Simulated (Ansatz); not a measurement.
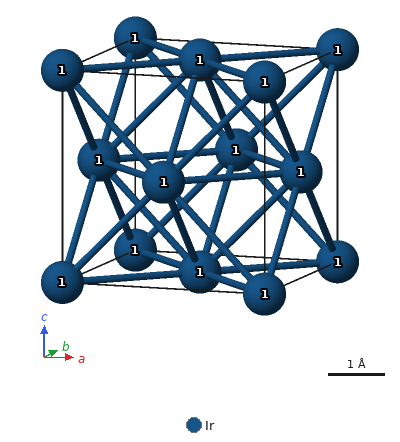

*The input geometry (ball-and-stick view of the cell 4 times as large as that of the calculation, set on its symmetry axes, seen slightly off an axis; atoms are numbered from 1 in the order of the input). An atom can appear more than once, as a periodic image.*

Near neighbours in the periodic cell (some may lie outside the picture): Ir has 12 Ir at 2.73 Å.

# Ir: geometry relaxation

System: Ir (1 atom in the cell).
Method: DFT r2SCAN, scalar-relativistic, plane waves, PAW, no spin polarisation (Ansatz 0.2.0).

The structure derives from a Materials Project entry. Figures and captions count atoms from 1; the log counts them from 0 in places.

The input
```yaml
crystal:
  lattice:
    - [0.0, 1.9269646676, 1.9269646676]
    - [1.9269646676, 0.0, 1.9269646676]
    - [1.9269646676, 1.9269646676, 0.0]
  atoms:
    - { symbol: Ir, position: [0.0, 0.0, 0.0] }
basis:
  ecutwfc: 500
kpoints:
  mp_grid: { grid: [18, 18, 18] }
hamiltonian:
  xc: r2scan
scf:
  occupations: { method: gaussian, width: 0.1 }
output:
  forces: true
  stress: true
  eigenvalues: true
  write_density: true
  write_potential: true
  elf: true
  volumetric_format: npy
relax:
  adjacent_minimum: "off"
  f_tol: 0.005
  max_steps: 80
  cell: { stress_tol: 0.05 }
```

Run on 1 thread of Intel Xeon (Sapphire Rapids), 32 GiB of memory available, shared host.

Launched with:
```bash
ansatz run input.yaml --threads 1 --pin off --max-ram 2560MiB --backend cpu --events-out ev --progress --plain --runs-dir out
```

The program's output
```
Engine: ansatz 0.2.0, x86_64-unknown-linux-gnu
Pseudopotentials: kind: paw
Pseudopotential: Ir, paw, valence charge 17, recommended cutoff 500 eV (meta_gga), Ir.paw.azcp
Functional definition: r2SCAN
  parameter k0 = 0.174
  parameter k1 = 0.065
  parameter a1 = 4.9479
  exchange = r2scan_x(k0 = k0, k1 = k1, a1 = a1)
  correlation = r2scan_c
Crystal: 1 atoms, lattice volume = 14.310 Å³
Basis set: ecut = 500 eV, 339 PW (Γ), exchange–correlation on 80×80×80 points (64 copies of the dense FFT grid, shifted against one another)
Bands: 13, of which v1, the nominal top of the filled ones, is band 9 counted from 1 (8 counted from 0)
Symmetry: 48 space group operations
Space group: Fm-3m (ITA 225), of the structure as read, at distance tolerance 2.4e-5 Å
k-points: 195 of 5832
Non-local potential: Ir, projectors of the file, l = 0: 3, l = 1: 2, l = 2: 2, l = 3: 1
PAW form: soft (Blöchl's): semilocal exchange-correlation on the pseudo side does not see the compensation charge
PAW frozen core: Ir, regenerated for the run's functional (the file was generated under x = pbe(κ = 0.804, μ = 0.2195149727645171), c = pbe(β = 0.06672455060314922))
PAW one-centre angular grid: Ir, 590 points (default); XC on 160 Gauss nodes
Initial density: superposition of atomic densities (neutral atoms: chi_scale 0, normalization atom), corrected by the library's trained network
Initial wavefunctions: pseudopotential atomic-orbital guess
Functional: x = r2scan, c = r2scan; τ floored in thin density (d = 2e-4 eV/Å³)
SCF iter   1: F=—  HF=-11948.699816 eV  |F-HF|=—  |Δ(HF+E_count)|=         —  Δρ=1.10e-2  dr2=7.57e-3  dr2_τ=3.60e-2  ethr=1.77e-3  ⟨swp⟩=5.1  Hψ=14637  notcnv=0
preconditioner: auto → none  [metal: Δε(μ)=0.005 eV  Ē_g=14.783 eV  σ=0.100 eV  W_gap=0.03  n_scr=0 (ndim 8)  ℏωp=29.4 eV  f_vac=0.000  D(μ)=1.00/eV (n_scr^D=14)]
SCF iter   2: F=—  HF=-11948.725596 eV  |F-HF|=—  |Δ(HF+E_count)|=   2.58e-2  Δρ=5.17e-3  dr2=8.49e-4  dr2_τ=4.39e-4  ethr=4.45e-5  ⟨swp⟩=2.0  Hψ=5762  notcnv=0  defer=81
SCF iter   3: F=—  HF=-11948.726291 eV  |F-HF|=—  |Δ(HF+E_count)|=   6.95e-4  Δρ=1.64e-3  dr2=8.10e-5  dr2_τ=2.71e-5  ethr=4.99e-6  ⟨swp⟩=2.1  Hψ=2906  notcnv=0  defer=81
SCF iter   4: F=—  HF=-11948.726376 eV  |F-HF|=—  |Δ(HF+E_count)|=   8.42e-5  Δρ=1.35e-4  dr2=9.70e-7  dr2_τ=1.03e-7  ethr=4.77e-7  ⟨swp⟩=2.2  Hψ=3547  notcnv=0  defer=81
SCF iter   5: F=—  HF=-11948.726376 eV  |F-HF|=—  |Δ(HF+E_count)|=   8.00e-7  Δρ=3.52e-5  dr2=1.06e-7  dr2_τ=1.50e-8  ethr=5.70e-9  ⟨swp⟩=2.0  Hψ=3711  notcnv=0  defer=81
SCF iter   6: F=-11948.726376 eV  HF=-11948.726376 eV  |F-HF|=8.59e-10  |Δ(HF+E_count)|=   3.48e-8  Δρ=1.10e-5  dr2=1.16e-8  dr2_τ=1.04e-9  ethr=5.88e-10  ⟨swp⟩=8.6  Hψ=14098  notcnv=0
SCF 1 converged in 6 iterations: F = -11948.726376 eV  dr2 = 1.16e-8
  greatest PAW one-centre occupation: 1.000 electrons in one spin orbital (limit 2), on the Ir atom at site 0 (counted from 0), in its partial waves of l = 0
relax step   1: F+E_penalty+E_count = -11948.72637634 eV  Δ(F+E_penalty+E_count) = +0.000e0 eV  max|allowed force component| = 0.000e0 eV/Å  Δτ_max = 0.0000 Å  P = -2.817 GPa  Ω = 14.310 Å³  (6 SCF iters, dr2 threshold 1.00e-7 eV, accepted)
Crystal: 1 atoms, lattice volume = 13.998 Å³
Initial density: handed on by an earlier stage of this run
Initial wavefunctions: those handed on with the density
iter 1 solved again at ethr=1.42e-6 eV; its pass at ethr=3.10e-3 eV (dr2=2.41e-4 eV) is discarded
SCF iter   1: F=—  HF=-11948.709552 eV  |F-HF|=—  |Δ(HF+E_count)|=         —  Δρ=1.31e-3  dr2=2.03e-4  dr2_τ=1.78e-2  ethr=1.42e-6  ⟨swp⟩=1.4  Hψ=17011  notcnv=0
preconditioner: auto → none  [metal: Δε(μ)=0.008 eV  Ē_g=15.055 eV  σ=0.100 eV  W_gap=0.04  n_scr=0 (ndim 8)  ℏωp=29.8 eV  f_vac=0.000  D(μ)=0.95/eV (n_scr^D=14)]
SCF iter   2: F=—  HF=-11948.724007 eV  |F-HF|=—  |Δ(HF+E_count)|=   1.45e-2  Δρ=8.40e-4  dr2=7.81e-5  dr2_τ=3.55e-5  ethr=1.20e-6  ⟨swp⟩=2.0  Hψ=4213  notcnv=0
SCF iter   3: F=—  HF=-11948.723991 eV  |F-HF|=—  |Δ(HF+E_count)|=   1.61e-5  Δρ=3.95e-4  dr2=1.17e-5  dr2_τ=2.60e-6  ethr=4.59e-7  ⟨swp⟩=2.3  Hψ=3557  notcnv=0
SCF iter   4: F=—  HF=-11948.724004 eV  |F-HF|=—  |Δ(HF+E_count)|=   1.28e-5  Δρ=1.96e-4  dr2=5.09e-6  dr2_τ=5.84e-7  ethr=6.87e-8  ⟨swp⟩=2.0  Hψ=4017  notcnv=0
SCF iter   5: F=—  HF=-11948.724003 eV  |F-HF|=—  |Δ(HF+E_count)|=   1.33e-6  Δρ=7.85e-5  dr2=8.19e-7  dr2_τ=4.41e-8  ethr=3.00e-8  ⟨swp⟩=2.1  Hψ=3530  notcnv=0
SCF iter   6: F=-11948.724002 eV  HF=-11948.724002 eV  |F-HF|=4.91e-8  |Δ(HF+E_count)|=   2.40e-7  Δρ=2.39e-5  dr2=7.43e-8  dr2_τ=5.15e-9  ethr=5.88e-10  ⟨swp⟩=5.7  Hψ=14258  notcnv=0
SCF 2 converged in 6 iterations: F = -11948.724002 eV  dr2 = 7.43e-8
relax step   2: F+E_penalty+E_count = -11948.72400236 eV  Δ(F+E_penalty+E_count) = +2.374e-3 eV  max|allowed force component| = 0.000e0 eV/Å  Δτ_max = 0.0000 Å  P = +5.676 GPa  Ω = 13.998 Å³  energy of the carried Pulay correction = +2.301e-4 eV  (6 SCF iters, dr2 threshold 1.00e-7 eV, rejected (line search))
Crystal: 1 atoms, lattice volume = 14.205 Å³
iter 1 solved again at ethr=6.50e-7 eV; its pass at ethr=3.10e-3 eV (dr2=1.11e-4 eV) is discarded
SCF iter   1: F=—  HF=-11948.720445 eV  |F-HF|=—  |Δ(HF+E_count)|=         —  Δρ=1.01e-3  dr2=1.29e-4  dr2_τ=7.99e-3  ethr=6.50e-7  ⟨swp⟩=2.0  Hψ=16910  notcnv=0
preconditioner: auto → none  [metal: Δε(μ)=0.014 eV  Ē_g=14.814 eV  σ=0.100 eV  W_gap=0.08  n_scr=0 (ndim 8)  ℏωp=29.6 eV  f_vac=0.000  D(μ)=0.99/eV (n_scr^D=14)]
SCF iter   2: F=—  HF=-11948.727428 eV  |F-HF|=—  |Δ(HF+E_count)|=   6.98e-3  Δρ=7.32e-4  dr2=6.55e-5  dr2_τ=2.73e-5  ethr=6.50e-7  ⟨swp⟩=2.0  Hψ=4214  notcnv=0
SCF iter   3: F=—  HF=-11948.727409 eV  |F-HF|=—  |Δ(HF+E_count)|=   1.92e-5  Δρ=3.33e-4  dr2=1.07e-5  dr2_τ=2.08e-6  ethr=3.85e-7  ⟨swp⟩=2.1  Hψ=3486  notcnv=0
SCF iter   4: F=—  HF=-11948.727415 eV  |F-HF|=—  |Δ(HF+E_count)|=   5.68e-6  Δρ=1.93e-4  dr2=5.10e-6  dr2_τ=6.11e-7  ethr=6.27e-8  ⟨swp⟩=2.0  Hψ=4019  notcnv=0
SCF iter   5: F=—  HF=-11948.727415 eV  |F-HF|=—  |Δ(HF+E_count)|=   2.88e-7  Δρ=8.84e-5  dr2=1.07e-6  dr2_τ=5.09e-8  ethr=3.00e-8  ⟨swp⟩=2.0  Hψ=3414  notcnv=0
SCF iter   6: F=—  HF=-11948.727412 eV  |F-HF|=—  |Δ(HF+E_count)|=   3.05e-6  Δρ=3.09e-5  dr2=1.30e-7  dr2_τ=8.32e-9  ethr=6.32e-9  ⟨swp⟩=2.5  Hψ=3748  notcnv=0
SCF iter   7: F=—  HF=-11948.727412 eV  |F-HF|=—  |Δ(HF+E_count)|=   3.34e-8  Δρ=1.36e-5  dr2=2.49e-8  dr2_τ=2.42e-9  ethr=7.66e-10  ⟨swp⟩=2.0  Hψ=3343  notcnv=0
SCF iter   8: F=—  HF=-11948.727412 eV  |F-HF|=—  |Δ(HF+E_count)|=   7.12e-9  Δρ=3.79e-6  dr2=1.91e-9  dr2_τ=1.95e-10  ethr=1.46e-10  ⟨swp⟩=2.6  Hψ=3670  notcnv=0
SCF iter   9: F=—  HF=-11948.727412 eV  |F-HF|=—  |Δ(HF+E_count)|=  5.66e-10  Δρ=5.80e-7  dr2=4.42e-11  dr2_τ=4.82e-12  ethr=1.13e-11  ⟨swp⟩=2.2  Hψ=3526  notcnv=0
SCF iter  10: F=-11948.727412 eV  HF=-11948.727412 eV  |F-HF|=1.82e-12  |Δ(HF+E_count)|=  3.64e-12  Δρ=2.26e-8  dr2=1.85e-14  dr2_τ=5.36e-14  ethr=1.00e-12  ⟨swp⟩=5.0  Hψ=9300  notcnv=0
SCF 3 converged in 10 iterations: F = -11948.727412 eV  dr2 = 1.85e-14
relax step   3: F+E_penalty+E_count = -11948.72741214 eV  Δ(F+E_penalty+E_count) = -1.036e-3 eV  max|allowed force component| = 0.000e0 eV/Å  Δτ_max = 0.0000 Å  P = -0.084 GPa  Ω = 14.205 Å³  energy of the carried Pulay correction = +7.689e-5 eV  (10 SCF iters, accepted)
Crystal: 1 atoms, lattice volume = 14.202 Å³
iter 1 solved again at ethr=1.57e-10 eV; its pass at ethr=3.10e-3 eV (dr2=2.67e-8 eV) is discarded
SCF iter   1: F=—  HF=-11948.727414 eV  |F-HF|=—  |Δ(HF+E_count)|=         —  Δρ=1.51e-5  dr2=2.84e-8  dr2_τ=1.85e-6  ethr=1.57e-10  ⟨swp⟩=2.0  Hψ=16300  notcnv=0
preconditioner: auto → none  [metal: Δε(μ)=0.012 eV  Ē_g=14.836 eV  σ=0.100 eV  W_gap=0.07  n_scr=0 (ndim 8)  ℏωp=29.6 eV  f_vac=0.000  D(μ)=0.98/eV (n_scr^D=14)]
SCF iter   2: F=-11948.727415 eV  HF=-11948.727415 eV  |F-HF|=7.51e-9  |Δ(HF+E_count)|=   1.58e-6  Δρ=1.01e-5  dr2=1.23e-8  dr2_τ=5.45e-9  ethr=1.03e-10  ⟨swp⟩=5.1  Hψ=13463  notcnv=0
SCF 4 converged in 2 iterations: F = -11948.727415 eV  dr2 = 1.23e-8
relax step   4: F+E_penalty+E_count = -11948.72741529 eV  Δ(F+E_penalty+E_count) = -3.158e-6 eV  max|allowed force component| = 0.000e0 eV/Å  Δτ_max = 0.0000 Å  P = +0.002 GPa  Ω = 14.202 Å³  energy of the carried Pulay correction = +7.923e-5 eV  (2 SCF iters, dr2 threshold 1.75e-8 eV, accepted)
Initial wavefunctions: pseudopotential atomic-orbital guess (no wavefunctions were taken with the density)
iter 1 solved again at ethr=6.66e-9 eV; its pass at ethr=3.10e-3 eV (dr2=1.13e-6 eV) is discarded
SCF iter   1: F=—  HF=-11948.727339 eV  |F-HF|=—  |Δ(HF+E_count)|=         —  Δρ=2.70e-5  dr2=2.59e-8  dr2_τ=1.72e-7  ethr=6.66e-9  ⟨swp⟩=3.0  Hψ=20956  notcnv=0
preconditioner: auto → none  [metal: Δε(μ)=0.012 eV  Ē_g=14.835 eV  σ=0.100 eV  W_gap=0.07  n_scr=0 (ndim 8)  ℏωp=29.6 eV  f_vac=0.000  D(μ)=0.98/eV (n_scr^D=14)]
SCF iter   2: F=—  HF=-11948.727339 eV  |F-HF|=—  |Δ(HF+E_count)|=   6.03e-9  Δρ=1.21e-5  dr2=2.64e-9  dr2_τ=3.99e-9  ethr=1.53e-10  ⟨swp⟩=2.3  Hψ=4169  notcnv=0
SCF iter   3: F=—  HF=-11948.727339 eV  |F-HF|=—  |Δ(HF+E_count)|=   2.24e-9  Δρ=5.13e-6  dr2=4.54e-10  dr2_τ=5.07e-10  ethr=1.55e-11  ⟨swp⟩=2.0  Hψ=3348  notcnv=0
SCF iter   4: F=-11948.727339 eV  HF=-11948.727339 eV  |F-HF|=1.27e-11  |Δ(HF+E_count)|=  6.09e-10  Δρ=3.27e-7  dr2=3.34e-12  dr2_τ=1.94e-12  ethr=1.00e-12  ⟨swp⟩=4.0  Hψ=11786  notcnv=0
SCF 5 converged in 4 iterations: F = -11948.727339 eV  dr2 = 3.34e-12
relax step   5: F+E_penalty+E_count = -11948.72733868 eV  Δ(F+E_penalty+E_count) = +7.661e-5 eV  max|allowed force component| = 0.000e0 eV/Å  Δτ_max = 0.0000 Å  P = -0.003 GPa  Ω = 14.202 Å³  stress off target by 2.73e-3 GPa  SCF on the basis re-selected at this cell (its energy is not comparable with the rows above)  (4 SCF iters)
```

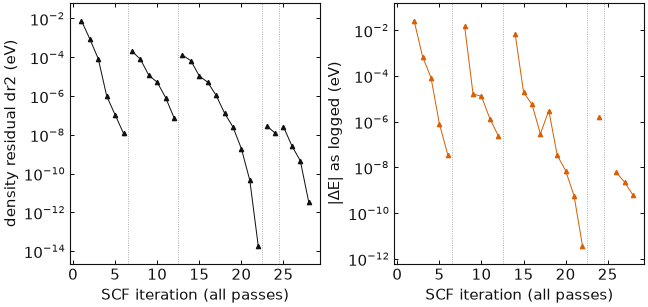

*Convergence of the self-consistent field: density residual dr2 and size of the energy change against the SCF iteration. The dotted lines part the SCF passes of the relaxation: geometry steps, rejected trials and re-solves on a re-selected basis.*

The 5 passes take 2 to 10 iterations each, 28 in all.

```
basis re-selected at this cell: Δ(F+E_penalty+E_count) = +7.661e-5 eV, ΔP = -0.004 GPa vs the last step (what re-selecting the basis moved, of the pressure what is left beyond the Pulay correction that the steps carried, after the strain that the cell walked since its last selection, with what the two solves' SCF thresholds leave and, on support functions, any second-order correction that the steps lacked; it is no measure of the basis error at this ecutwfc). This SCF's stress stands 2.73e-3 GPa from its target on what of the cell is left free (relax.cell.stress_tol is 5.00e-2 GPa) and its largest allowed force component is 0.00e0 eV/Å (relax.f_tol is 5.00e-3 eV/Å): within both
SCF converged after 4 iterations
Free energy (F): -11948.727339 eV
Harris-Foulkes:  -11948.727339 eV  (|F-HF|=1.27e-11)
Internal energy: -11948.722422 eV  (E = F + TS)
E sigma→0 (E₀):  -11948.724880 eV
Entropy (-TS):   -0.004916 eV (-4.916 meV/atom)
Fermi energy:    25.497785 eV
--- Per-component energies (eV) ---
  E_band       = -102.492499
  E_kinetic    = 623.506986
  E_local      = -1070.625766  (includes V_loc(G=0)·N_el)
  E_nonlocal   = 73.924183
  E_hartree    = 411.638308
  E_xc         = -255.489377
  E_vxc        = -333.601454  (∫ρ·V_xc dr)
  E_paw        = -9249.698688  (= ΣΔE_a)
  E_vpaw       = -239.681306  (= ΣTr[D̂ρ^β])
  E_aug_tail   = -0.000017  (compensation charges beyond the density's cutoff)
  E_vtau       = 20.708261  (kinetic-family band-sum trace: ∫τ·v_τ [+ j·A + Jᵃ·Aᵃ] dr)
  E_ewald      = -2481.661158
  E_core_change = -0.316894  (= ΣΔE_core)
  E_smearing   = -0.004916  (= −TS)
  E_closure    = 0.000000  (closes the sum)
  Σ components = -11948.727339   (vs F -11948.727339, Δ=0.00e0)
--- Forces (eV/Å), atoms counted from 1 ---
  atom   1  Ir    -0.00000000     0.00000000     0.00000000
  max |Σ_I F_I| component: 2.05e-32 eV/Å
--- Stress (GPa, compression-positive) ---
       -0.002727      -0.000000      -0.000000
       -0.000000      -0.002727      -0.000000
       -0.000000      -0.000000      -0.002727
  P = ⅓ Tr σ = -0.0027 GPa (-0.027 kbar)
--- Band table (eV; the first three rows and the last of 195) ---
  k-point 0: bands = ["-69.4749", "-25.3084", "-25.3084", "-25.3084", "13.9871", "21.4746", "21.4746", "21.4746", "24.1722", "24.1722", "39.7223", "45.4947", "45.4947"]
  k-point 1: bands = ["-69.4727", "-25.3347", "-25.3120", "-25.3120", "14.1313", "21.3966", "21.5366", "21.5366", "24.1317", "24.1317", "39.9703", "44.8517", "45.7317"]
  k-point 2: bands = ["-69.4663", "-25.4102", "-25.3223", "-25.3223", "14.5486", "21.1967", "21.6981", "21.6981", "24.0442", "24.0442", "40.6526", "43.5043", "46.4234"]
  k-point 194: bands = ["-69.3766", "-25.9035", "-25.8200", "-25.6265", "18.9256", "19.9081", "21.0035", "23.6706", "27.0337", "34.0930", "34.1632", "35.5184", "39.3380"]
--- Relaxed structure (4 steps of the walk, 3 accepted, 1 SCFs on fresh bases) ---
  F+E_penalty+E_count = -11948.72733868 eV   max|allowed force component| = 0.000e0 eV/Å   (the final SCF, on the basis selected at the relaxed cell)
  cell:  # Å, volume = 14.2020 Å³
    - [1.0190744065791177e-34, 1.9220887788343088, 1.9220887788343088]
    - [1.9220887788343088, -5.47752493536276e-34, 1.9220887788343088]
    - [1.9220887788343088, 1.9220887788343088, -8.534748155100114e-34]
  atoms:
    - { symbol: Ir, position: [0.0, 0.0, 0.0] }
```

Trajectory as extended XYZ (Å, eV, eV/Å), 5 frames, from step=1 to step=5
```
1
Lattice="0.0000 1.9270 1.9270 1.9270 0.0000 1.9270 1.9270 1.9270 0.0000" Properties=species:S:1:pos:R:3:forces:R:3 step=1 energy=-11948.72638 pressure_GPa=-2.82
Ir    0.0000    0.0000    0.0000    0.0000   0.0000   0.0000
1
Lattice="0.0000 1.9128 1.9128 1.9128 0.0000 1.9128 1.9128 1.9128 0.0000" Properties=species:S:1:pos:R:3:forces:R:3 step=2 energy=-11948.72400 pressure_GPa=5.68 accepted=F
Ir    0.0000    0.0000    0.0000    0.0000   0.0000   0.0000
1
Lattice="0.0000 1.9222 1.9222 1.9222 0.0000 1.9222 1.9222 1.9222 0.0000" Properties=species:S:1:pos:R:3:forces:R:3 step=3 energy=-11948.72741 pressure_GPa=-0.08
Ir    0.0000    0.0000    0.0000    0.0000   0.0000   0.0000
1
Lattice="0.0000 1.9221 1.9221 1.9221 0.0000 1.9221 1.9221 1.9221 0.0000" Properties=species:S:1:pos:R:3:forces:R:3 step=4 energy=-11948.72741 pressure_GPa=0.00
Ir    0.0000    0.0000    0.0000    0.0000   0.0000   0.0000
1
Lattice="0.0000 1.9221 1.9221 1.9221 0.0000 1.9221 1.9221 1.9221 0.0000" Properties=species:S:1:pos:R:3:forces:R:3 step=5 energy=-11948.72734 pressure_GPa=-0.00
Ir    0.0000    0.0000    0.0000    0.0000   0.0000   0.0000
```

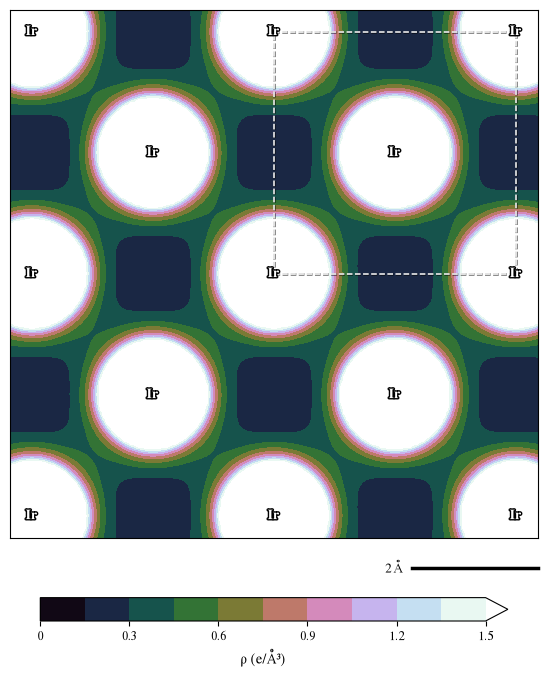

*Valence electron density on the (010) plane of the conventional cell.*

The section cuts through Ir sites. Ir–Ir (2.72 Å): ρ at the midpoint is about 0.44 e/Å³. Away from the nuclei the density in this plane falls to 0.17 e/Å³ at its lowest. Core electrons are frozen (PAW), so the fields are smoothed inside the atomic spheres.

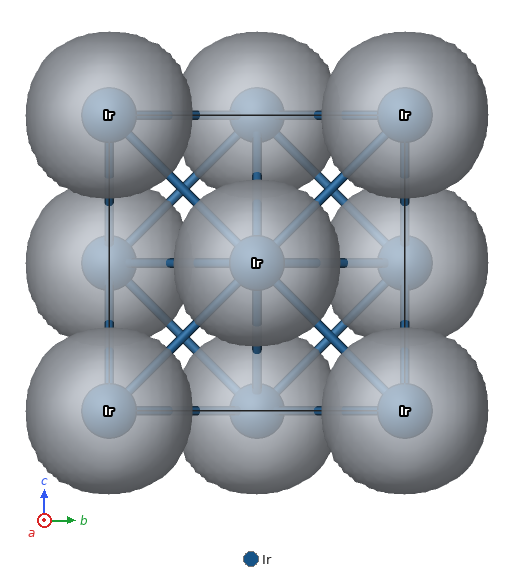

*Isosurface of the valence pseudo-density at 0.6 e/Å³ (grey), seen along the a axis. Sticks mark near contacts. The outline is the cell set on symmetry axes.*

At this value the density breaks into separate islands; it holds about 80 % of the electrons treated as valence (semicore included). It is pinched off along the Ir–Ir (2.72 Å) contacts. On the grid the lowest density along these lines, outside the cores, is 0.44 e/Å³ (Ir–Ir, 2.72 Å).

Summary

```json
{"quantity": "outcome", "value": "converged"}
{"quantity": "space group (tolerance 0.01 Å)", "value": "Fm-3m (225)"}
{"quantity": "electrons treated", "value": "17"}
{"quantity": "free energy", "value": "−11948.7273 eV"}
{"quantity": "Fermi energy", "value": "25.498 eV"}
{"quantity": "gap on the k-point mesh", "value": "none (metallic)"}
{"quantity": "pressure", "value": "0.00 GPa"}
{"quantity": "final volume", "value": "14.20 Å³"}
{"quantity": "largest force (length of the vector) at the end", "value": "under 0.001 eV/Å"}
{"quantity": "final cell", "value": "a = 2.718 Å, b = 2.718 Å, c = 2.718 Å, α = 60.00°, β = 60.00°, γ = 60.00°"}
{"quantity": "wall time", "value": "18 s"}
{"quantity": "peak memory", "value": "0.44 GiB"}
```

Notes

Spin–orbit coupling is left out, which matters for Ir.
